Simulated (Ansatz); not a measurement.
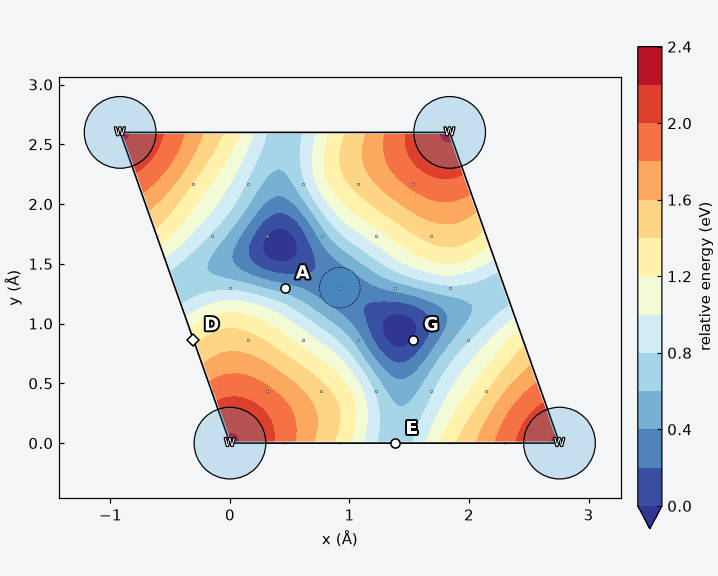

C on a W(110) slab cut from the Im-3m phase, its upper half relaxed before the scan (3 atoms of substrate and one adsorbate in a 1 × 1 cell). C is moved over the surface cell; relaxed at each place: the height of the adsorbate's atoms; substrate rigid; the origin of the map has the adsorbate above W3. Places are given modulo a cell vector. The map is drawn in real space over the plane of the surface. The grid has 6 × 6 points; 13 points were computed and 23 follow by symmetry. Energies are in eV, from the lowest grid point. With one adsorbate in each 1 × 1 cell, its nearest image is 2.8 Å away, so neighbouring adsorbates interact. Method: DFT PBE, scalar-relativistic, plane waves, PAW (Ansatz 0.2.0). Settings: cutoff 420 eV, k-mesh 10×10×1, gaussian smearing 0.1 eV, no spin polarisation.

Drawn: filled contours, dots at the grid points, labelled circles for the atoms of the top layer and small ones for the second layer, the outline of one cell of the plane, lettered points. Between grid points the surface is interpolated.

> Rank the lettered points by energy, lowest first.

G (0.00 eV), A (0.47 eV), E (0.68 eV), D (1.33 eV).

PAW datasets: the set soft_1.
